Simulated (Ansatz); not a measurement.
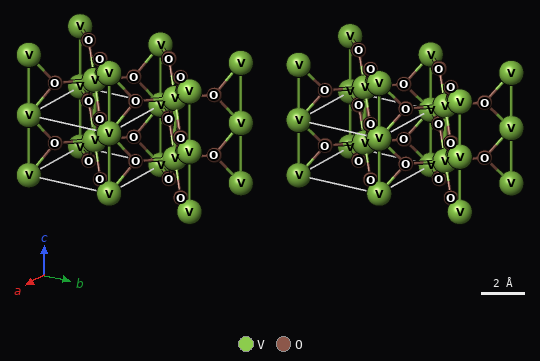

Two geometries of a crystal of VO2 (set up in P4_2/mnm), drawn at one scale. One is the start of a relaxation, the other its converged end. A ball-and-stick model of the cell of the calculation, repeated 1 × 2 × 2 with one cell outlined, seen from a free direction.

Level of theory: Kohn-Sham DFT of a periodic cell, PBEsol with D4, Ansatz PAW in Ansatz 0.2.0. Settings: plane-wave cutoff 420 eV; k-point mesh 6 × 6 × 9; occupations fermi-dirac; smearing width 0.05 eV; collinear spin; cell and atoms relaxed; force threshold 0.01 eV/Å; at most 40 steps.

### Which geometry has the lower energy?

The right one is the relaxed one. The run lets cell and atoms move. The energy falls by 91.5 meV per atom in 5 accepted moves (7 points after the start). The largest force component goes from 0.2 to 0.00046 eV/Å. The pressure goes from −18.46 to 0.00 GPa. At 2 points the geometry stayed and the basis and grid were re-selected for the new cell (energy shift of 2.0 meV per atom at most each time). The largest moves relative to the cell, 0.006 Å, are those of O atoms. V stays in place. The volume changes by −7.7 %, with a = b 4.507 → 4.521 Å (+0.3 %), c 3.044 → 2.794 Å (−8.2 %). Near-neighbour distances that change, for instance: V–V 3.044 → 2.794 Å, O–V 1.987 → 1.899 Å. Among the angles between lasting bonds that change: V–O–V 100.0° → 94.7°, V–O–V 130.0° → 132.6°. The space group stays P4_2/mnm (No. 136). Cost: 3.9 min on 2 threads of Intel(R) Xeon(R) Processor @ 2.50GHz (Skylake/Cascade Lake), on a shared host, peak memory 0.48 GiB.
